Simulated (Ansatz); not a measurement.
# Ga4Sb3: single-point calculation

- system: Ga4Sb3 (slab, 7 atoms in the cell)
- method: DFT PBE, scalar-relativistic, plane waves, PAW, no spin polarisation (Ansatz 0.2.0)

The structure derives from an entry of the Crystallography Open Database. It belongs to a series of runs on one base structure; here: vacuum: 10. Figures and captions count atoms from 1; the log counts them from 0 in places.

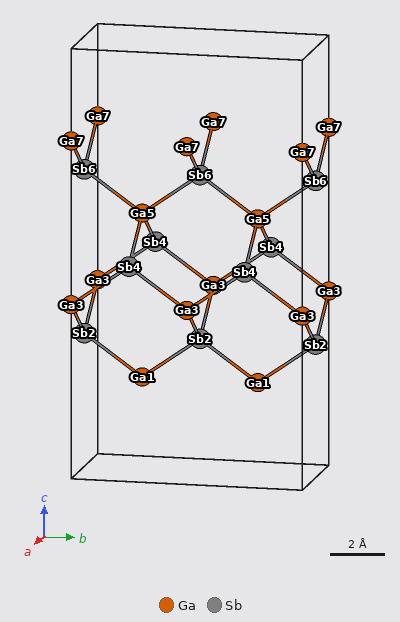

The structure (ball-and-stick view of the 1 × 2 repeat of the cell, with the vacuum cut short, seen slightly off an axis; atoms are numbered from 1 in the order of the input). An atom can appear more than once, as a periodic image. Near neighbours in the periodic cell (some may lie outside the picture): Ga has 2 Sb at 2.69 Å; Sb has 4 Ga at 2.69 Å; Ga has 4 Sb at 2.69 Å.

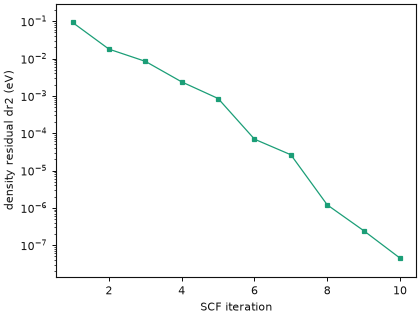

Convergence of the self-consistent field: density residual dr2 against the SCF iteration. The residual falls at every step.

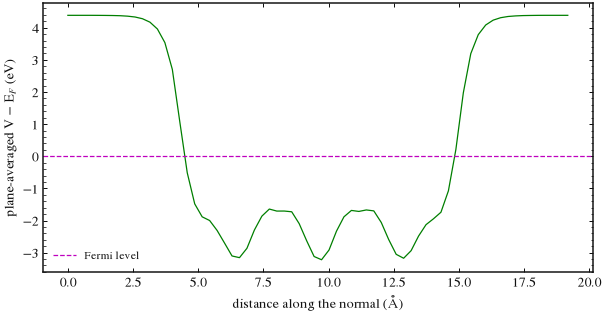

Plane average of the electrostatic potential energy of an electron across the cell, from the Fermi level. The vacuum level lies 4.39 eV above the Fermi level.

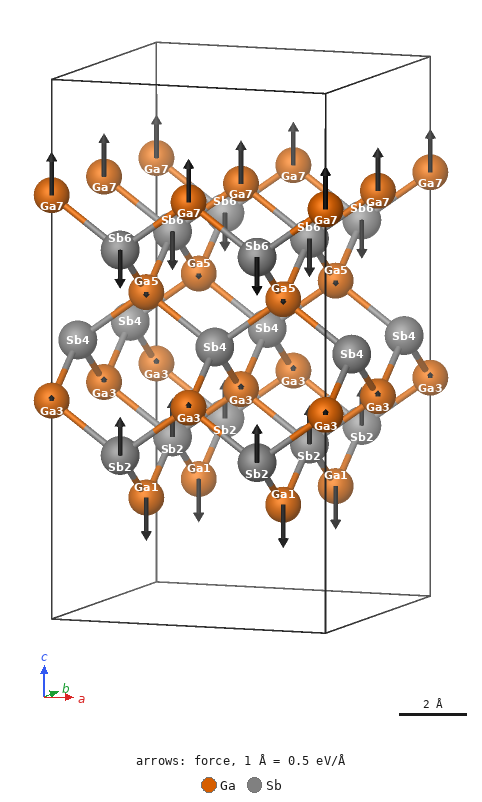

Forces on the atoms as black arrows (ball-and-stick view of the 2 × 2 repeat of the cell, with the vacuum cut short, seen slightly off an axis; atoms are numbered from 1 in the order of the input). The largest act on Ga1, Ga7 (0.66 eV/Å); Sb2, Sb6 (0.59 eV/Å). The geometry is not a stationary point of this energy.

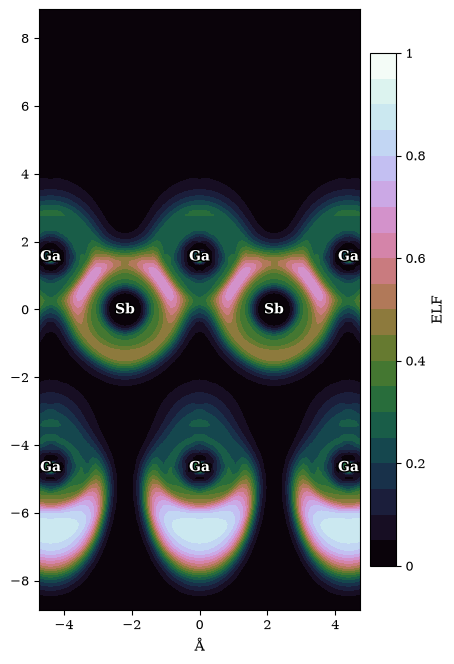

Electron localisation function on the (010) plane of the calculation cell, a cut from vacuum to vacuum. Atoms in the plane: Ga and Sb. Ga–Sb (2.69 Å): the ELF peaks at about 0.70 between the atoms. The strong features right at Ga lie inside the PAW spheres (semicore, d or f shells) and say nothing about bonding. Core electrons are frozen (PAW), so the fields are smoothed inside the atomic spheres.

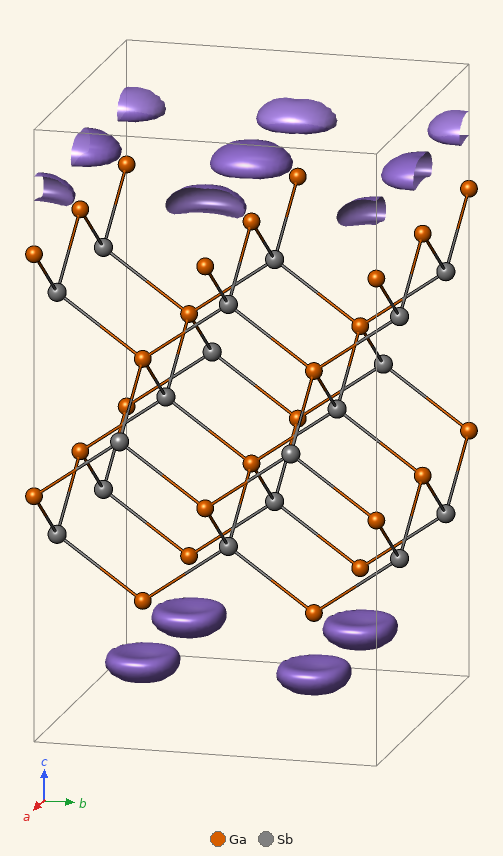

Isosurface of the electron localisation function at 0.8 (purple), seen slightly off an axis. Only the valence region is drawn (cores and ρ < 0.01 e/Å³ removed). Sticks mark near contacts. Profiles from the grid: Ga–Sb (2.69 Å): the ELF peaks at about 0.65 between the atoms.

The input that produced these results follows, with the program's output.

**Input file**
```yaml
crystal:
  lattice:
    - [4.3938492947, 0.0, 0.0]
    - [0.0, 4.3938492947, 0.0]
    - [0.0, 0.0, 19.3207618953]
  atoms:
    - { symbol: Ga, position: [0.5, 0.5, 0.2587889664] }
    - { symbol: Sb, position: [0.5, 0.0, 0.3391926442] }
    - { symbol: Ga, position: [0.0, 0.0, 0.4195963221] }
    - { symbol: Sb, position: [0.0, 0.5, 0.5] }
    - { symbol: Ga, position: [0.5, 0.5, 0.5804036779] }
    - { symbol: Sb, position: [0.5, 0.0, 0.6608073558] }
    - { symbol: Ga, position: [0.0, 0.0, 0.7412110336] }
basis:
  ecutwfc: 420
kpoints:
  mp_grid: { grid: [8, 8, 1] }
hamiltonian:
  xc: pbe
scf:
  occupations: { method: gaussian, width: 0.1 }
output:
  forces: true
  stress: true
  eigenvalues: true
  write_density: true
  write_potential: true
  elf: true
  volumetric_format: npy
efield:
  axis: 3
  dipole_correction: true
  ramp_width: 0.04
```

Run as:
```bash
ansatz run input.yaml --threads 1 --pin off --max-ram 2560MiB --backend cpu --events-out ev --progress --plain --runs-dir out
```

**What the program printed**
```
Engine: ansatz 0.2.0, x86_64-unknown-linux-gnu
Pseudopotentials: kind: paw
Pseudopotential: Ga, paw, valence charge 13, recommended cutoff 420 eV (normal), Ga.paw.azcp
Pseudopotential: Sb, paw, valence charge 15, recommended cutoff 420 eV (normal), Sb.paw.azcp
Functional definition: PBE
  parameter kappa = 0.804
  parameter beta = 0.06672455060314922
  exchange = pbe_x(kappa = kappa, mu = beta*pi^2/3)
  correlation = pbe_c(beta = beta)
Crystal: 7 atoms, lattice volume = 373.005 Å³
Basis set: ecut = 420 eV, 7361 PW (Γ), exchange–correlation on 60×60×270 points (8 copies of the dense FFT grid, shifted against one another)
Bands: 59, of which v1, the nominal top of the filled ones, is band 49 counted from 1 (48 counted from 0)
Symmetry: 4 space group operations
k-points: 25 of 64
Non-local potential: Ga, projectors of the file, l = 0: 2, l = 1: 2, l = 2: 3, l = 3: 1
Non-local potential: Sb, projectors of the file, l = 0: 2, l = 1: 2, l = 2: 2, l = 3: 2
PAW form: soft (Blöchl's): semilocal exchange-correlation on the pseudo side does not see the compensation charge
PAW one-centre angular grid: Ga, 590 points (default); XC on 64 Gauss nodes
PAW one-centre angular grid: Sb, 590 points (default); XC on 64 Gauss nodes
Initial density: superposition of atomic densities (neutral atoms: chi_scale 0, normalization atom), corrected by the library's trained network
Initial wavefunctions: pseudopotential atomic-orbital guess
Functional: x = pbe(κ = 0.804, μ = 0.2195149727645171), c = pbe(β = 0.06672455060314922)
SCF iter   1: F=—  HF=-34583.948536 eV  |F-HF|=—  |Δ(HF+E_count)|=         —  Δρ=2.56e-3  dr2=9.28e-2  ethr=1.77e-3  p=0.000 e·Å  D=9.59e-14 V/Å  ΔV_dip=-0.00 eV  dr2_dipole=6.67e-8  V_vac-E_F(+/−)=4.29/4.29 eV  ⟨swp⟩=6.8  Hψ=5696  notcnv=0
efield: sawtooth ramp at fractional position 0.9800 (placed from the atoms, in the widest stretch of the axis that holds none; the zero of the levels goes with the place), width 0.0400; the density the first Hamiltonian is built on has a dipole p = 0.000 e·Å; the dipole correction subtracts the counter field D = 9.59e-14 V/Å, which shifts the + side's vacuum level by -0.00 eV against the − side's; the planar-averaged density in the ramp window peaks in size at 6.9e-5 e/Å³
preconditioner: auto → LDOS  [metal: Δε(μ)=0.031 eV  Ē_g=13.492 eV  σ=0.100 eV  W_gap=0.18  n_scr=76 (ndim 8)  ℏωp=15.7 eV  f_vac=0.404  D(μ)=5.04/eV (n_scr^D=20)  β→1.0]
SCF iter   2: F=—  HF=-34583.941299 eV  |F-HF|=—  |Δ(HF+E_count)|=   7.24e-3  Δρ=1.45e-3  dr2=1.79e-2  ethr=9.57e-5  p=0.000 e·Å  D=1.96e-5 V/Å  ΔV_dip=-0.00 eV  dr2_dipole=3.25e-8  V_vac-E_F(+/−)=4.34/4.35 eV  ⟨swp⟩=2.8  Hψ=2602  notcnv=0  defer=60
SCF iter   3: F=—  HF=-34583.944996 eV  |F-HF|=—  |Δ(HF+E_count)|=   3.70e-3  Δρ=1.48e-3  dr2=8.43e-3  ethr=1.85e-5  p=0.000 e·Å  D=1.30e-5 V/Å  ΔV_dip=-0.00 eV  dr2_dipole=5.33e-7  V_vac-E_F(+/−)=4.37/4.37 eV  ⟨swp⟩=2.0  Hψ=2221  notcnv=0  defer=60
SCF iter   4: F=—  HF=-34583.940021 eV  |F-HF|=—  |Δ(HF+E_count)|=   4.98e-3  Δρ=4.17e-4  dr2=2.37e-3  ethr=8.70e-6  p=0.000 e·Å  D=1.34e-5 V/Å  ΔV_dip=-0.00 eV  dr2_dipole=1.44e-7  V_vac-E_F(+/−)=4.37/4.37 eV  ⟨swp⟩=2.0  Hψ=2216  notcnv=0  defer=60
SCF iter   5: F=—  HF=-34583.939738 eV  |F-HF|=—  |Δ(HF+E_count)|=   2.83e-4  Δρ=1.93e-4  dr2=8.51e-4  ethr=2.44e-6  p=0.000 e·Å  D=1.12e-5 V/Å  ΔV_dip=-0.00 eV  dr2_dipole=1.18e-8  V_vac-E_F(+/−)=4.37/4.37 eV  ⟨swp⟩=2.0  Hψ=2219  notcnv=0  defer=60
SCF iter   6: F=—  HF=-34583.939590 eV  |F-HF|=—  |Δ(HF+E_count)|=   1.47e-4  Δρ=7.77e-5  dr2=6.92e-5  ethr=8.78e-7  p=0.000 e·Å  D=6.89e-6 V/Å  ΔV_dip=-0.00 eV  dr2_dipole=5.41e-9  V_vac-E_F(+/−)=4.38/4.38 eV  ⟨swp⟩=2.0  Hψ=1629  notcnv=0  defer=60
SCF iter   7: F=—  HF=-34583.939564 eV  |F-HF|=—  |Δ(HF+E_count)|=   2.62e-5  Δρ=4.93e-5  dr2=2.64e-5  ethr=7.14e-8  p=0.000 e·Å  D=3.53e-6 V/Å  ΔV_dip=-0.00 eV  dr2_dipole=5.06e-10  V_vac-E_F(+/−)=4.38/4.38 eV  ⟨swp⟩=2.0  Hψ=2484  notcnv=0  defer=60
SCF iter   8: F=—  HF=-34583.939562 eV  |F-HF|=—  |Δ(HF+E_count)|=   2.69e-6  Δρ=1.33e-5  dr2=1.20e-6  ethr=2.72e-8  p=0.000 e·Å  D=2.03e-6 V/Å  ΔV_dip=-0.00 eV  dr2_dipole=1.62e-9  V_vac-E_F(+/−)=4.38/4.38 eV  ⟨swp⟩=2.0  Hψ=2485  notcnv=0  defer=64
SCF iter   9: F=—  HF=-34583.939562 eV  |F-HF|=—  |Δ(HF+E_count)|=   3.61e-7  Δρ=7.92e-6  dr2=2.45e-7  ethr=1.24e-9  p=0.000 e·Å  D=7.51e-7 V/Å  ΔV_dip=-0.00 eV  dr2_dipole=1.82e-10  V_vac-E_F(+/−)=4.39/4.39 eV  ⟨swp⟩=2.0  Hψ=2233  notcnv=0  defer=66
SCF iter  10: F=-34583.939562 eV  HF=-34583.939562 eV  |F-HF|=5.17e-9  |Δ(HF+E_count)|=   7.55e-8  Δρ=2.83e-6  dr2=4.49e-8  ethr=1.03e-10  p=0.000 e·Å  D=6.23e-7 V/Å  ΔV_dip=-0.00 eV  dr2_dipole=1.17e-10  V_vac-E_F(+/−)=4.39/4.39 eV  ⟨swp⟩=16.2  Hψ=11767  notcnv=0
WARN: efield: at this solve's end the planar-averaged density reaches 7.69e-5 e/Å³ inside the ramp window [0.9282, 0.0718] (bound 1e-5 e/Å³); the window's nearer edge stands 3.61 Å from this solve's nearest atom along the axis. Its work functions, free energy, forces, stress, dipole, levels and responses can be off, and this figure does not tell by how much. A short vacuum, a low `basis.ecutwfc` or `basis.ecutrho_ratio` and negative occupations (`scf.occupations.method`) can put density there. See the manual's quickstart, § The vacuum guard
SCF 1 converged in 10 iterations: F = -34583.939562 eV  dr2 = 4.49e-8
  greatest PAW one-centre occupation: 0.996 electrons in one spin orbital (limit 2), on the Sb atom at site 1 (counted from 0), in its partial waves of l = 2
WARN: The output density's exchange-correlation potential varies sharply where the density is thin. Do not read a vacuum level from v_tot or v_xc, or from such a field of the output density. On a cell that repeats whose density bears no net charge and no dipole along the vacuum's axis use v_es (v_loc + v_h of the components); under efield.dipole_correction with no amplitude use v_es + v_field, which holds any external_charges[].barrier, or the levels of the report's work_function block, which leave it out; under a non-zero efield.amplitude the vacuum is tilted and has no level; on a cell that repeats and bears such a dipole with no correction it is tilted too, and efield.dipole_correction with no amplitude gives each side of its ramp a level where efield: is served; in a cell that repeats whose density bears a net charge (total_charge, or a fill off its count) it is curved and has none; of a slab under crystal.periodic whose density bears no net charge use v_es, which has a level on each side, short of where the two are joined; of another it falls or rises all the way out and has none; of a slab beside external_charges read slab_vacuum_level instead, which it has where they leave it neutral. The grid or the basis barely resolves most such structure, and the values can differ between equally converged runs; as a rule a tighter scf.convergence.dr2_threshold does not remove it. Where the density itself ripples (under the LDA too) a higher basis.ecutwfc lessens it. The files hold the spikes' plane waves up to the density's cutoff. Files: v_tot_of_output_density and the like, and their columns of v_z.tsv (output.write_potential); v_xc_of_output_density and the like, and their columns of v_comp_z.tsv (output.write_potential_components). Measured: with its Gaussian average of σ = 0.25 Å subtracted twice, the exchange-correlation potential is over 0.1 eV at 4512 of the grid points where the equally averaged density (valence and model cores) is under 1e-3 e/Å³, and 0.978 eV at the most among them, at an averaged density of 6.3e-6 e/Å³. The input density's (outcome.potential() and, of a run that writes arrays, v_tot and v_xc) is over 0.1 eV, so measured, at 4535 points of its own thin density, 1.13 eV at the most. See output.write_potential in the manual, Limitations
SCF converged after 10 iterations
Free energy (F): -34583.939562 eV
Harris-Foulkes:  -34583.939562 eV  (|F-HF|=5.17e-9)
Internal energy: -34583.911402 eV  (E = F + TS)
E sigma→0 (E₀):  -34583.925482 eV
Entropy (-TS):   -0.028159 eV (-4.023 meV/atom)
Fermi energy:    1.988572 eV
Dipole field:    D = -0.000010 V/Å  (p = -0.000021 e·Å, saw-weighted, corrected)
Work function:   Φ+ = 4.3857 eV   Φ− = 4.3859 eV
Levels:          The Fermi level and band energies are counted from a zero that moves with the ramp; work functions are not
Vacuum region:   at the solve's end the planar-averaged density reaches 7.69e-5 e/Å³ inside the ramp window [0.9282, 0.0718] (bound 1e-5 e/Å³)
--- Per-component energies (eV) ---
  E_band       = -1386.801694
  E_kinetic    = 1078.768983
  E_local      = -42482.272122  (includes V_loc(G=0)·N_el)
  E_nonlocal   = 2777.486638
  E_hartree    = 20433.217318
  E_xc         = -689.330548
  E_vxc        = -516.304372  (∫ρ·V_xc dr)
  E_paw        = -21670.936853  (= ΣΔE_a)
  E_vpaw       = -3110.944783  (= ΣTr[D̂ρ^β])
  E_aug_tail   = -0.000481  (compensation charges beyond the density's cutoff)
  E_efield     = 0.000000  (sawtooth field / dipole correction)
  E_vefield    = 0.000000  (∫n·V_field dr)
  E_ewald      = 5969.155664
  E_smearing   = -0.028159  (= −TS)
  E_closure    = 0.000000  (closes the sum)
  Σ components = -34583.939562   (vs F -34583.939562, Δ=0.00e0)
--- Forces (eV/Å), atoms counted from 1 ---
  atom   1  Ga     0.00000000     0.00000000    -0.65760642
  atom   2  Sb     0.00000000     0.00000000     0.58670268
  atom   3  Ga     0.00000000     0.00000000     0.08773996
  atom   4  Sb     0.00000000     0.00000000    -0.00000016
  atom   5  Ga     0.00000000     0.00000000    -0.08773914
  atom   6  Sb     0.00000000     0.00000000    -0.58670149
  atom   7  Ga     0.00000000     0.00000000     0.65760563
  max |Σ_I F_I| component: 1.06e-6 eV/Å
--- Stress (GPa, compression-positive) ---
        0.721407       0.000000       0.000000
        0.000000       0.721407       0.000000
        0.000000       0.000000       0.950472
  P = ⅓ Tr σ = 0.7978 GPa (7.978 kbar)
--- Band table (eV; the first three rows and the last of 25) ---
  k-point 0: bands = ["-26.8856", "-26.8856", "-26.8783", "-26.8769", "-26.8571", "-26.6695", "-26.6695", "-26.6588", "-26.6588", "-26.6255", "-26.6255", "-26.5969", "-26.5969", "-26.5894", "-26.5894", "-13.0442", "-13.0249", "-13.0194", "-13.0194", "-13.0084", "-13.0084", "-12.9928", "-12.9880", "-12.9681", "-12.9668", "-12.8564", "-12.8563", "-12.7996", "-12.7996", "-12.7939", "-12.7939", "-12.7297", "-12.7297", "-12.7105", "-12.7105", "-9.0224", "-8.3601", "-7.5255", "-4.3703", "-3.1904", "-1.4485", "-0.2448", "-0.2448", "0.4463", "0.4552", "0.4552", "1.3567", "1.3567", "2.5242", "3.0047", "3.2458", "3.5805", "4.0143", "4.0715", "4.1634", "4.5739", "4.5739", "5.9017", "5.9017"]
  k-point 1: bands = ["-26.8858", "-26.8856", "-26.8781", "-26.8764", "-26.8572", "-26.6697", "-26.6695", "-26.6588", "-26.6584", "-26.6257", "-26.6255", "-26.5966", "-26.5963", "-26.5895", "-26.5895", "-13.0440", "-13.0258", "-13.0194", "-13.0189", "-13.0090", "-13.0088", "-12.9918", "-12.9877", "-12.9685", "-12.9673", "-12.8553", "-12.8547", "-12.7999", "-12.7995", "-12.7944", "-12.7942", "-12.7338", "-12.7296", "-12.7105", "-12.7078", "-8.9259", "-8.2790", "-7.4813", "-4.3465", "-3.2669", "-1.7760", "-0.6089", "-0.3916", "-0.1599", "0.3287", "0.5144", "1.3564", "1.6354", "2.2297", "3.2746", "3.4332", "3.8552", "4.1720", "4.3679", "4.5509", "4.6148", "4.9112", "5.6688", "5.8802"]
  k-point 2: bands = ["-26.8862", "-26.8856", "-26.8779", "-26.8751", "-26.8575", "-26.6701", "-26.6695", "-26.6587", "-26.6574", "-26.6261", "-26.6255", "-26.5961", "-26.5949", "-26.5898", "-26.5898", "-13.0441", "-13.0298", "-13.0181", "-13.0176", "-13.0097", "-13.0094", "-12.9896", "-12.9869", "-12.9696", "-12.9686", "-12.8527", "-12.8506", "-12.8008", "-12.7992", "-12.7955", "-12.7949", "-12.7422", "-12.7295", "-12.7103", "-12.7030", "-8.6482", "-8.0593", "-7.4027", "-4.3170", "-3.5318", "-2.5098", "-1.6158", "-0.9196", "0.0814", "0.2831", "0.6678", "1.3179", "1.4722", "1.9917", "2.7542", "3.5055", "3.8784", "4.2953", "4.7134", "5.1220", "5.4926", "5.8264", "6.1375", "6.3583"]
  k-point 24: bands = ["-26.8868", "-26.8868", "-26.8761", "-26.8709", "-26.8587", "-26.6707", "-26.6707", "-26.6558", "-26.6558", "-26.6267", "-26.6267", "-26.5914", "-26.5914", "-26.5911", "-26.5910", "-13.0617", "-13.0380", "-13.0322", "-13.0066", "-12.9929", "-12.9928", "-12.9869", "-12.9868", "-12.9746", "-12.9746", "-12.8380", "-12.8380", "-12.8007", "-12.8006", "-12.7999", "-12.7999", "-12.7493", "-12.7492", "-12.6974", "-12.6974", "-7.0165", "-6.8827", "-6.8642", "-4.6229", "-4.6228", "-3.7862", "-3.7862", "-0.8866", "-0.8866", "-0.8055", "-0.7373", "-0.4594", "1.4786", "1.4786", "2.1678", "2.4811", "3.8586", "3.8586", "4.0694", "4.8811", "5.7672", "6.3767", "6.3767", "7.1302"]
```

**Key numbers**

- outcome: converged
- electrons treated: 97
- free energy: −34583.9396 eV
- work function, top face: 4.39 eV
- work function, bottom face: 4.39 eV
- Fermi energy: 1.989 eV
- gap on the k-point mesh: none (metallic)
- work function (upper face): 4.39 eV
- largest force (length of the vector): 0.658 eV/Å
- hardware: 1 thread of AMD EPYC (Zen 3), 192 GiB of memory available, shared host
- wall time: 81 s
- peak memory: 0.77 GiB

**Notes**

Warnings of the run: the density in the vacuum is higher than it should be, so vacuum levels may be off; the exchange-correlation potential is rough where the density is thin.
